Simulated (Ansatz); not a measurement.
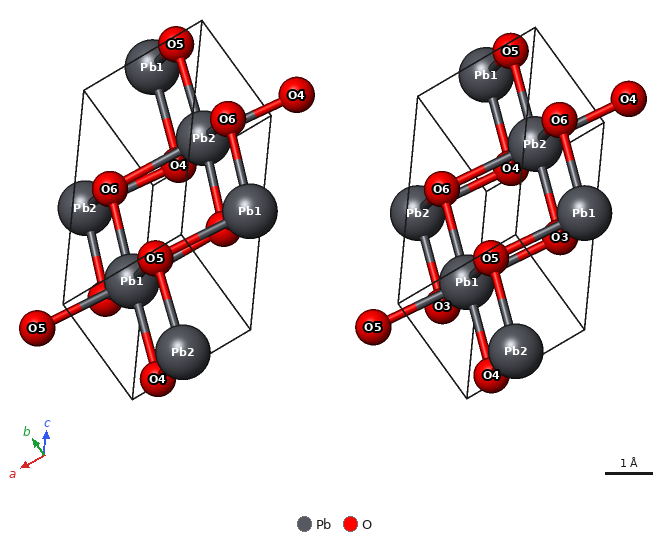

Two geometries of solid PbO2 (a generated structure, set up in P1) (coarse preliminary run), drawn at one scale. One is the start of a relaxation, the other its converged end. Style: ball-and-stick. Shown: the cell of the calculation, from a free direction.

Computed with DFT PBE+D3(BJ), scalar-relativistic, plane waves, PAW in Ansatz 0.2.0. Settings: plane-wave cutoff 420 eV; k-point mesh 6 × 6 × 4; occupations gaussian; smearing width 0.2 eV; no spin polarisation; cell and atoms relaxed; force threshold 0.025 eV/Å; at most 60 steps.

### Which one is relaxed?

The right one is the relaxed one. Over 4 accepted moves (6 points after the start) the energy falls by 39.3 meV per atom. The largest force component goes from 1.3 to 0.0011 eV/Å. Pressure: 0.18 GPa at the start and 0.02 GPa at the end. At 2 points the geometry stayed and the basis and grid were re-selected for the new cell (energy shift of 0.7 meV per atom at most each time). The largest move relative to the cell is that of O3, 0.14 Å along [−1 −2 −2]. Largest moves by element: O 0.14 Å, Pb 0.08 Å. The volume changes by −1.7 %, with a 3.486 → 3.492 Å (+0.2 %), b 4.352 → 4.391 Å (+0.9 %), c 6.169 → 6.049 Å (−1.9 %), α 102.2° → 103.3°, β 91.4° → 90.0°, γ 112.7° → 113.4°. Among the contacts that change: Pb1–O4 2.391 → 2.243 Å, Pb1–O3 2.154 → 2.243 Å, Pb2–O6 2.160 → 2.243 Å, Pb1–O6 2.184 → 2.243 Å. Bond angles that change, for instance: Pb1–O3–Pb2 107.8° → 102.2°, O3–Pb1–O4 107.5° → 102.2°, O3–Pb1–O6 73.0° → 77.8°. The space group (tolerance 0.01 Å) goes from P1 (No. 1) to R-3m (No. 166).
